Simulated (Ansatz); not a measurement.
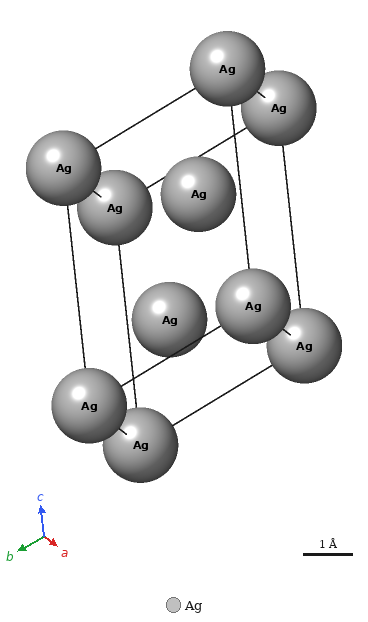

**Figure 1.** The structure as given in the input (spheres-only view of the cell of the calculation, seen at an oblique angle). An atom can appear more than once, as a periodic image.

Geometry relaxation of Ag

Ag (3 atoms in the cell), computed with DFT PBEsol, scalar-relativistic, plane waves, PAW, no spin polarisation (Ansatz 0.2.0).

The structure derives from a Materials Project entry. It belongs to a series of runs on one base structure; here: 3 of 3 Au sites taken by Ag, cell and atoms relaxed.

Log
```
Engine: ansatz 0.2.0, x86_64-unknown-linux-gnu
Pseudopotentials: kind: paw
Pseudopotential: Ag, paw, valence charge 19, recommended cutoff 420 eV (normal), Ag.paw.azcp
Functional definition: PBEsol
  exchange = pbesol_x
  correlation = pbesol_c
Crystal: 3 atoms, lattice volume = 49.988 Å³
Basis set: ecut = 420 eV, 977 PW (Γ), exchange–correlation on 40×60×72 points (8 copies of the dense FFT grid, shifted against one another)
Bands: 35, of which v1, the nominal top of the filled ones, is band 29 counted from 1 (28 counted from 0)
Symmetry: 24 space group operations
Space group: Fm-3m (ITA 225), of the structure as read, at distance tolerance 3.7e-5 Å
k-points: 621 of 4096
Non-local potential: Ag, projectors of the file, l = 0: 3, l = 1: 2, l = 2: 2, l = 3: 1
PAW form: soft (Blöchl's): semilocal exchange-correlation on the pseudo side does not see the compensation charge
PAW frozen core: Ag, regenerated for the run's functional, and the local potential with it (the file was generated under x = pbe(κ = 0.804, μ = 0.2195149727645171), c = pbe(β = 0.06672455060314922))
PAW one-centre angular grid: Ag, 590 points (default); XC on 64 Gauss nodes
Initial density: superposition of atomic densities (neutral atoms: chi_scale 0, normalization atom), corrected by the library's trained network
Initial wavefunctions: pseudopotential atomic-orbital guess
Functional: x = pbesol(κ = 0.804, μ = 0.12345679012345678), c = pbesol(β = 0.046)
SCF iter   1: F=—  HF=-22566.759722 eV  |F-HF|=—  |Δ(HF+E_count)|=         —  Δρ=1.03e-2  dr2=4.89e-2  ethr=1.77e-3  ⟨swp⟩=5.4  Hψ=72773  notcnv=0  defer=243
preconditioner: auto → Kerker (q_TF=auto, 2.789 Å⁻¹)  [metal: Δε(μ)=0.015 eV  Ē_g=11.595 eV  σ=0.100 eV  W_gap=0.09  n_scr=18 (ndim 8)  ℏωp=30.2 eV  f_vac=0.000  D(μ)=0.91/eV (n_scr^D=6)]
SCF iter   2: F=—  HF=-22566.746996 eV  |F-HF|=—  |Δ(HF+E_count)|=   1.27e-2  Δρ=2.72e-3  dr2=3.47e-3  ethr=8.58e-5  ⟨swp⟩=2.7  Hψ=39012  notcnv=0  defer=313
SCF iter   3: F=—  HF=-22566.746026 eV  |F-HF|=—  |Δ(HF+E_count)|=   9.69e-4  Δρ=1.06e-3  dr2=3.04e-4  ethr=6.09e-6  ⟨swp⟩=2.0  Hψ=27207  notcnv=0  defer=315
SCF iter   4: F=—  HF=-22566.745979 eV  |F-HF|=—  |Δ(HF+E_count)|=   4.74e-5  Δρ=1.55e-4  dr2=6.04e-6  ethr=5.32e-7  ⟨swp⟩=3.0  Hψ=41633  notcnv=0  defer=316
SCF iter   5: F=—  HF=-22566.745973 eV  |F-HF|=—  |Δ(HF+E_count)|=   5.43e-6  Δρ=3.34e-5  dr2=5.79e-7  ethr=1.06e-8  ⟨swp⟩=3.0  Hψ=41955  notcnv=0  defer=316
SCF iter   6: F=-22566.745973 eV  HF=-22566.745973 eV  |F-HF|=1.01e-9  |Δ(HF+E_count)|=   4.65e-8  Δρ=5.75e-6  dr2=1.49e-8  ethr=1.75e-10  ⟨swp⟩=10.5  Hψ=122718  notcnv=0
SCF 1 converged in 6 iterations: F = -22566.745973 eV  dr2 = 1.49e-8
  greatest PAW one-centre occupation: 1.001 electrons in one spin orbital (limit 2), on the Ag atom at site 2 (counted from 0), in its partial waves of l = 0
relax step   1: F+E_penalty+E_count = -22566.74597319 eV  Δ(F+E_penalty+E_count) = +0.000e0 eV  max|allowed force component| = 1.095e-26 eV/Å  Δτ_max = 0.0000 Å  P = -0.059 GPa  Ω = 49.988 Å³  (6 SCF iters, dr2 threshold 1.00e-7 eV, accepted)
Crystal: 3 atoms, lattice volume = 49.939 Å³
Initial density: handed on by an earlier stage of this run
Initial wavefunctions: those handed on with the density
iter 1 solved again at ethr=6.89e-8 eV; its pass at ethr=3.10e-3 eV (dr2=3.93e-5 eV) is discarded
SCF iter   1: F=—  HF=-22566.746135 eV  |F-HF|=—  |Δ(HF+E_count)|=         —  Δρ=1.56e-4  dr2=8.35e-6  ethr=6.89e-8  ⟨swp⟩=2.2  Hψ=92531  notcnv=0
preconditioner: auto → Kerker (q_TF=auto, 2.789 Å⁻¹)  [metal: Δε(μ)=0.019 eV  Ē_g=11.674 eV  σ=0.100 eV  W_gap=0.11  n_scr=18 (ndim 8)  ℏωp=30.2 eV  f_vac=0.000  D(μ)=0.89/eV (n_scr^D=6)]
SCF iter   2: F=—  HF=-22566.746133 eV  |F-HF|=—  |Δ(HF+E_count)|=   2.16e-6  Δρ=8.10e-5  dr2=1.77e-6  ethr=1.46e-8  ⟨swp⟩=2.6  Hψ=31113  notcnv=0
SCF iter   3: F=—  HF=-22566.746132 eV  |F-HF|=—  |Δ(HF+E_count)|=   3.38e-7  Δρ=2.34e-5  dr2=1.77e-7  ethr=3.11e-9  ⟨swp⟩=1.3  Hψ=25169  notcnv=0
SCF iter   4: F=-22566.746132 eV  HF=-22566.746132 eV  |F-HF|=6.18e-10  |Δ(HF+E_count)|=   5.17e-9  Δρ=4.93e-6  dr2=7.17e-9  ethr=1.61e-10  ⟨swp⟩=6.2  Hψ=106788  notcnv=0
SCF 2 converged in 4 iterations: F = -22566.746132 eV  dr2 = 7.17e-9
relax step   2: F+E_penalty+E_count = -22566.74613242 eV  Δ(F+E_penalty+E_count) = -1.592e-4 eV  max|allowed force component| = 7.463e-27 eV/Å  Δτ_max = 0.0000 Å  P = +0.059 GPa  Ω = 49.939 Å³  energy of the carried Pulay correction = +1.385e-5 eV  (4 SCF iters, dr2 threshold 9.18e-8 eV, accepted)
Initial wavefunctions: pseudopotential atomic-orbital guess (no wavefunctions were taken with the density)
iter 1 solved again at ethr=6.57e-10 eV; its pass at ethr=3.10e-3 eV (dr2=3.74e-7 eV) is discarded
SCF iter   1: F=—  HF=-22566.746119 eV  |F-HF|=—  |Δ(HF+E_count)|=         —  Δρ=9.21e-6  dr2=9.93e-9  ethr=6.57e-10  ⟨swp⟩=4.0  Hψ=146418  notcnv=0
preconditioner: auto → Kerker (q_TF=auto, 2.789 Å⁻¹)  [metal: Δε(μ)=0.019 eV  Ē_g=11.675 eV  σ=0.100 eV  W_gap=0.11  n_scr=18 (ndim 8)  ℏωp=30.2 eV  f_vac=0.000  D(μ)=0.89/eV (n_scr^D=6)]
SCF iter   2: F=—  HF=-22566.746118 eV  |F-HF|=—  |Δ(HF+E_count)|=   6.18e-7  Δρ=4.69e-6  dr2=3.07e-9  ethr=1.74e-11  ⟨swp⟩=2.3  Hψ=38610  notcnv=0
SCF iter   3: F=—  HF=-22566.746118 eV  |F-HF|=—  |Δ(HF+E_count)|=   4.75e-9  Δρ=1.25e-6  dr2=5.18e-10  ethr=5.38e-12  ⟨swp⟩=1.0  Hψ=21735  notcnv=0
SCF iter   4: F=-22566.746118 eV  HF=-22566.746118 eV  |F-HF|=2.91e-11  |Δ(HF+E_count)|=  6.55e-11  Δρ=3.46e-7  dr2=1.73e-11  ethr=1.00e-12  ⟨swp⟩=5.4  Hψ=90944  notcnv=0
SCF 3 converged in 4 iterations: F = -22566.746118 eV  dr2 = 1.73e-11
relax step   3: F+E_penalty+E_count = -22566.74611797 eV  Δ(F+E_penalty+E_count) = +1.445e-5 eV  max|allowed force component| = 1.168e-27 eV/Å  Δτ_max = 0.0000 Å  P = +0.060 GPa  Ω = 49.939 Å³  stress off target by 1.04e-1 GPa  SCF on the basis re-selected at this cell (its energy is not comparable with the rows above)  (4 SCF iters)
```

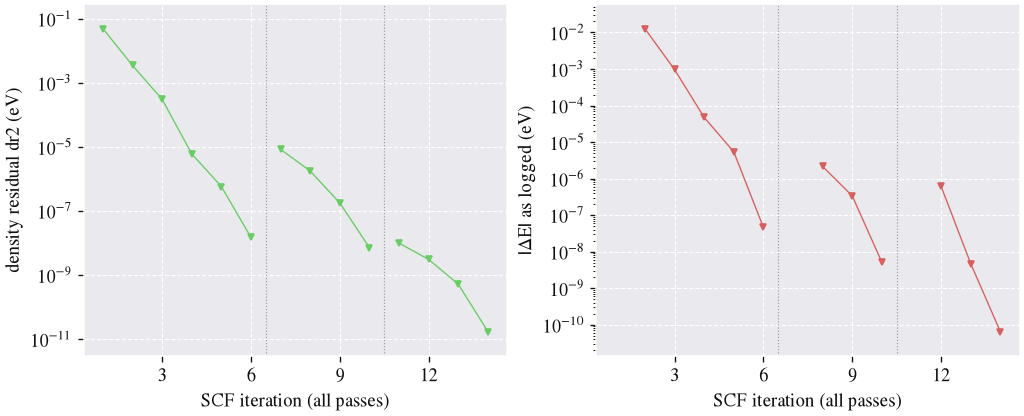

**Figure 2.** Convergence of the self-consistent field: density residual dr2 and size of the energy change against the SCF iteration. The dotted lines part the SCF passes of the relaxation: geometry steps, rejected trials and re-solves on a re-selected basis. The passes take 6, 4 and 4 iterations.

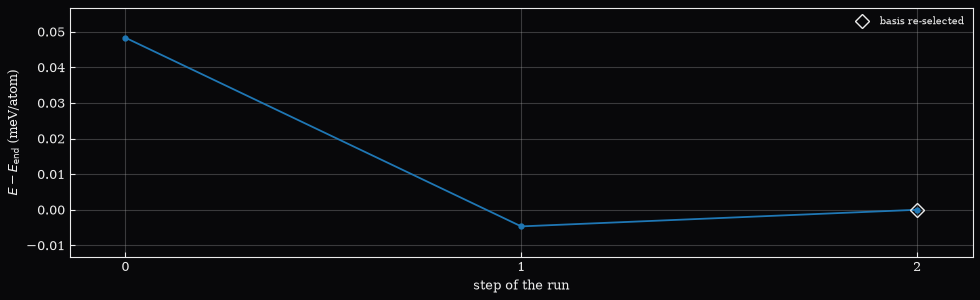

**Figure 3.** Progress of the relaxation, step by step (the first geometry is step 0 here and step 1 in the log). After 1 geometry step the energy has fallen by 0.1 meV per atom. All forces vanish by symmetry, so only the cell relaxes. The pressure goes from −0.06 to 0.06 GPa. The atoms keep their places relative to the cell (all moves are under 0.005 Å). The volume changes by −0.1 %, with a 2.867 → 2.872 Å (+0.2 %), b 4.054 → 4.048 Å (−0.2 %), c 4.966 → 4.960 Å (−0.1 %). Among the contacts that change: Ag1–Ag1 2.867 → 2.872 Å. The space group (tolerance 0.01 Å) goes from Fm-3m (No. 225) to Immm (No. 71). A last SCF at the same geometry on a re-selected plane-wave basis shifts the energy by +0.0 meV per atom. (Atoms are counted from 1 in the order of the input.)

```
basis re-selected at this cell: Δ(F+E_penalty+E_count) = +1.445e-5 eV, ΔP = +0.000 GPa vs the last step (what re-selecting the basis moved, of the pressure what is left beyond the Pulay correction that the steps carried, after the strain that the cell walked since its last selection, with what the two solves' SCF thresholds leave and, on support functions, any second-order correction that the steps lacked; it is no measure of the basis error at this ecutwfc). This SCF's stress stands 1.04e-1 GPa from its target on what of the cell is left free (relax.cell.stress_tol is 1.50e-1 GPa) and its largest allowed force component is 1.17e-27 eV/Å (relax.f_tol is 1.50e-2 eV/Å): within both
SCF converged after 4 iterations
Free energy (F): -22566.746118 eV
Harris-Foulkes:  -22566.746118 eV  (|F-HF|=2.91e-11)
Internal energy: -22566.741664 eV  (E = F + TS)
E sigma→0 (E₀):  -22566.743891 eV
Entropy (-TS):   -0.004454 eV (-1.485 meV/atom)
Fermi energy:    17.717018 eV
--- Per-component energies (eV) ---
  E_band       = -682.605262
  E_kinetic    = 1582.420966
  E_local      = -6468.902670  (includes V_loc(G=0)·N_el)
  E_nonlocal   = 247.236662
  E_hartree    = 2946.677085
  E_xc         = -551.574731
  E_vxc        = -703.814848  (∫ρ·V_xc dr)
  E_paw        = -11503.243754  (= ΣΔE_a)
  E_vpaw       = -1232.900477  (= ΣTr[D̂ρ^β])
  E_aug_tail   = 0.000893  (compensation charges beyond the density's cutoff)
  E_ewald      = -8820.324330
  E_core_change = 0.968217  (= ΣΔE_core)
  E_smearing   = -0.004454  (= −TS)
  E_closure    = -0.000000  (closes the sum)
  Σ components = -22566.746118   (vs F -22566.746118, Δ=0.00e0)
--- Forces (eV/Å), atoms counted from 1 ---
  atom   1  Ag     0.00000000     0.00000000     0.00000000
  atom   2  Ag    -0.00000000    -0.00000000     0.00000000
  atom   3  Ag    -0.00000000     0.00000000     0.00000000
  max |Σ_I F_I| component: 1.75e-27 eV/Å
--- Stress (GPa, compression-positive) ---
       -0.005858      -0.000000       0.000000
       -0.000000       0.092348      -0.011157
        0.000000      -0.011157       0.092348
  P = ⅓ Tr σ = 0.0596 GPa (0.596 kbar)
--- Band table (eV; the first three rows and the last of 621) ---
  k-point 0: bands = ["-74.1940", "-74.1696", "-74.1696", "-37.7238", "-37.7238", "-37.7222", "-37.7222", "-37.6447", "-37.6447", "-37.5991", "-37.5988", "-37.5975", "9.6968", "11.8677", "11.8677", "12.4612", "12.4612", "12.8660", "12.8864", "12.8886", "13.1070", "13.1070", "13.9160", "13.9160", "13.9717", "13.9838", "14.5148", "14.5148", "20.9196", "20.9196", "23.6379", "23.6379", "25.3933", "25.3933", "32.0166"]
  k-point 1: bands = ["-74.1938", "-74.1704", "-74.1690", "-37.7326", "-37.7297", "-37.7160", "-37.7113", "-37.6495", "-37.6398", "-37.6010", "-37.5994", "-37.5977", "9.7342", "11.7354", "12.0005", "12.2583", "12.6348", "12.8754", "12.8755", "12.9027", "12.9036", "13.3451", "13.7941", "13.9615", "13.9847", "14.0529", "14.3897", "14.6298", "19.9059", "21.9725", "22.8294", "24.4819", "25.1713", "25.6999", "31.2360"]
  k-point 2: bands = ["-74.1931", "-74.1715", "-74.1686", "-37.7422", "-37.7331", "-37.7070", "-37.6999", "-37.6539", "-37.6348", "-37.6068", "-37.6011", "-37.5982", "9.8453", "11.6096", "12.0419", "12.1253", "12.7373", "12.7675", "12.8432", "12.9041", "12.9435", "13.6140", "13.6920", "13.9320", "13.9888", "14.1986", "14.2565", "14.7330", "18.9427", "22.0628", "23.0471", "25.0276", "25.3560", "26.1010", "30.5262"]
  k-point 620: bands = ["-74.1731", "-74.1731", "-74.1682", "-37.7671", "-37.7671", "-37.7217", "-37.7167", "-37.6696", "-37.6505", "-37.6505", "-37.6320", "-37.6320", "11.5364", "11.5364", "11.9349", "12.5695", "12.5828", "12.6315", "12.6315", "13.1626", "13.1626", "13.8653", "13.8653", "13.9769", "14.7598", "14.7598", "15.0303", "18.7140", "18.7140", "21.5345", "21.5345", "23.7219", "23.7421", "24.8105", "26.0158"]
--- Relaxed structure (2 steps of the walk, 2 accepted, 1 SCFs on fresh bases) ---
  F+E_penalty+E_count = -22566.74611797 eV   max|allowed force component| = 1.168e-27 eV/Å   (the final SCF, on the basis selected at the relaxed cell)
  cell:  # Å, volume = 49.9385 Å³
    - [2.614370898054112e-33, 2.0309697244560208, -2.0309697244560208]
    - [4.04825440134925, 2.826346916815256e-33, -2.402394879292968e-33]
    - [-2.024127200674625, -4.052413491382818, -2.021443766926797]
  atoms:
    - { symbol: Ag, position: [0.3333333333333332, 0.3333333333333333, 0.6666666666666666] }
    - { symbol: Ag, position: [0.6666666666666666, 0.6666666666666666, 0.3333333333333333] }
    - { symbol: Ag, position: [-2.748924461213095e-38, -6.872311153032738e-39, -1.3744622306065476e-38] }
```

Trajectory as extended XYZ (Å, eV, eV/Å), 3 frames, from step=1 to step=3
```
3
Lattice="0.0000 2.0272 -2.0272 4.0545 0.0000 0.0000 -2.0272 -4.0545 -2.0272" Properties=species:S:1:pos:R:3:forces:R:3 step=1 energy=-22566.74597 pressure_GPa=-0.06
Ag    0.0000   -2.0272   -2.0272    0.0000   0.0000   0.0000
Ag    2.0272    0.0000   -2.0272    0.0000   0.0000   0.0000
Ag    0.0000    0.0000    0.0000    0.0000   0.0000   0.0000
3
Lattice="0.0000 2.0310 -2.0310 4.0483 0.0000 0.0000 -2.0241 -4.0524 -2.0214" Properties=species:S:1:pos:R:3:forces:R:3 step=2 energy=-22566.74613 pressure_GPa=0.06
Ag    0.0000   -2.0246   -2.0246    0.0000   0.0000   0.0000
Ag    2.0241    0.0032   -2.0278    0.0000   0.0000   0.0000
Ag    0.0000    0.0000    0.0000    0.0000   0.0000   0.0000
3
Lattice="0.0000 2.0310 -2.0310 4.0483 0.0000 0.0000 -2.0241 -4.0524 -2.0214" Properties=species:S:1:pos:R:3:forces:R:3 step=3 energy=-22566.74612 pressure_GPa=0.06
Ag    0.0000   -2.0246   -2.0246    0.0000   0.0000   0.0000
Ag    2.0241    0.0032   -2.0278    0.0000   0.0000   0.0000
Ag    0.0000    0.0000    0.0000    0.0000   0.0000   0.0000
```

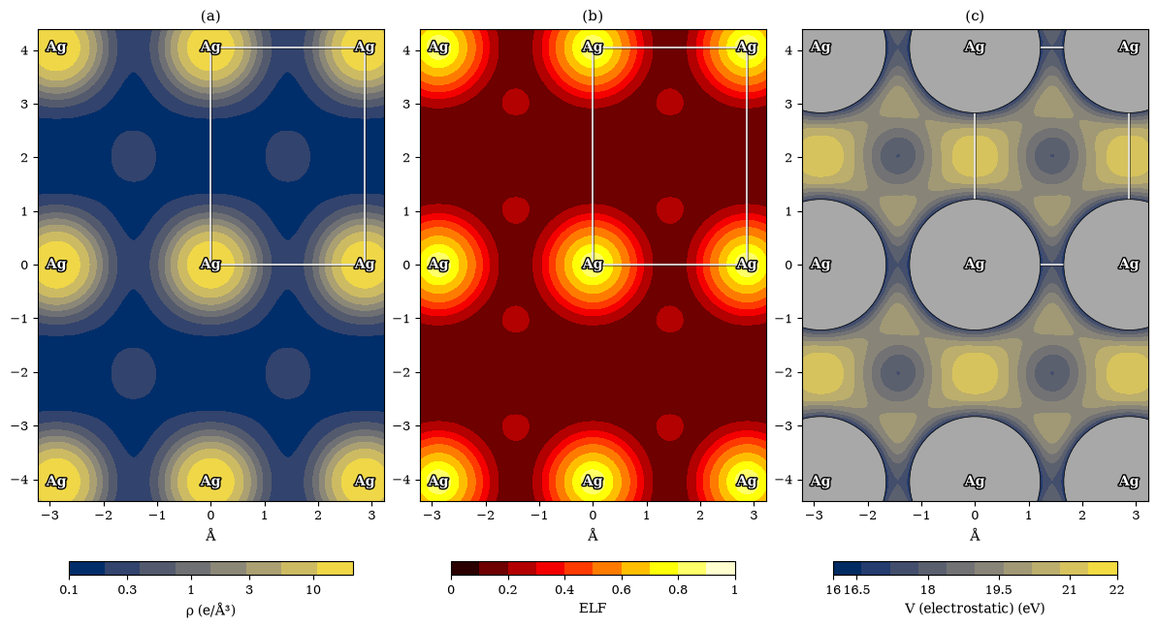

**Figure 4.** (a) valence charge density (pseudo); (b) electron localisation function; (c) electrostatic potential energy of an electron on the (001) plane of the calculation cell. Grey discs, where drawn, cover atomic cores. The section cuts through Ag sites. Ag–Ag (2.87 Å): the density is about 0.22 e/Å³ at the midpoint; the ELF is about 0.15 at the midpoint; no localised pair between them. Away from the nuclei the density in this plane falls to 0.1 e/Å³ at its lowest. The strong features right at Ag lie inside the PAW spheres (semicore, d or f shells) and say nothing about bonding. Outside the cores the potential energy rises away from the atoms and is highest about 2.0 Å from the nearest atoms; outside the discs it spans about 5 eV, and its zero is arbitrary. The fields are those of the smooth PAW valence density.

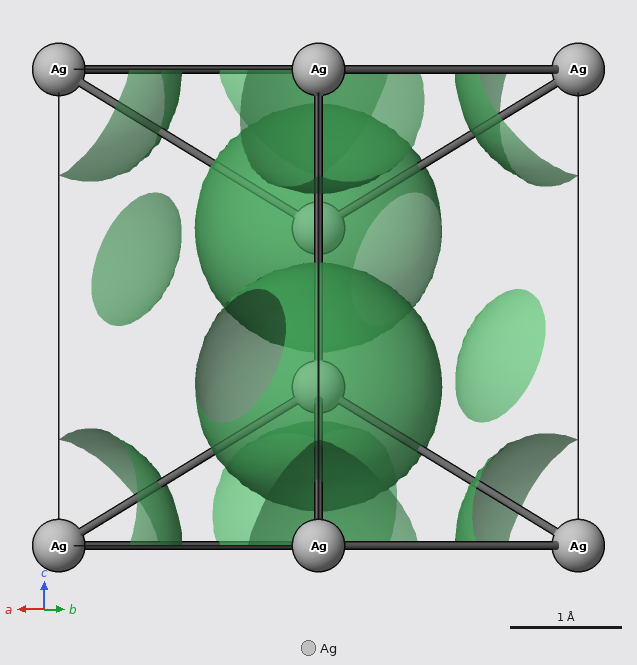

**Figure 5.** Isosurface of the valence charge density (pseudo) at 0.4 e/Å³ (green), seen along [110]. Sticks mark near contacts. The outline is the calculation cell. At this value the density breaks into separate islands; it holds about 90 % of the electrons treated as valence (semicore included). It is pinched off along the Ag–Ag (2.86 Å) contacts. On the grid the lowest density along these lines, outside the cores, is 0.23 e/Å³ (Ag–Ag, 2.86 Å).

This output came from the following input.

Input
```yaml
crystal:
  lattice:
    - [0.0, 2.0272343013, -2.0272343013]
    - [4.0544686026, 0.0, 0.0]
    - [-2.0272343013, -4.0544686026, -2.0272343013]
  atoms:
    - { symbol: Ag, position: [0.3333333333, 0.3333333333, 0.6666666667] }
    - { symbol: Ag, position: [0.6666666667, 0.6666666667, 0.3333333333] }
    - { symbol: Ag, position: [0.0, 0.0, 0.0] }
basis:
  ecutwfc: 420
kpoints:
  mp_grid: { grid: [16, 16, 16] }
hamiltonian:
  xc: pbesol
scf:
  occupations: { method: gaussian, width: 0.1 }
output:
  forces: true
  stress: true
  eigenvalues: true
  write_density: true
  write_potential: true
  elf: true
  volumetric_format: npy
relax:
  adjacent_minimum: "off"
  f_tol: 0.015
  max_steps: 60
  cell: { stress_tol: 0.15 }
```

Run as:
```bash
ansatz run input.yaml --threads 1 --pin off --max-ram 2560MiB --backend cpu --events-out ev --progress --plain --runs-dir out
```

Key numbers

| quantity | value |
| --- | --- |
| outcome | converged |
| space group (tolerance 0.01 Å) | Fm-3m (225) → Immm (71) |
| electrons treated | 57 |
| free energy | −22566.7461 eV |
| Fermi energy | 17.717 eV |
| gap on the k-point mesh | none (metallic) |
| pressure | 0.06 GPa |
| final volume | 49.94 Å³ |
| largest force (length of the vector) at the end | under 0.001 eV/Å |
| final cell | a = 2.872 Å, b = 4.048 Å, c = 4.960 Å, α = 114.08°, β = 106.83°, γ = 90.00° |
| hardware | 1 thread of AMD EPYC (Zen 5), 32 GiB of memory available, shared host |
| wall time | 37 s |
| peak memory | 0.98 GiB |
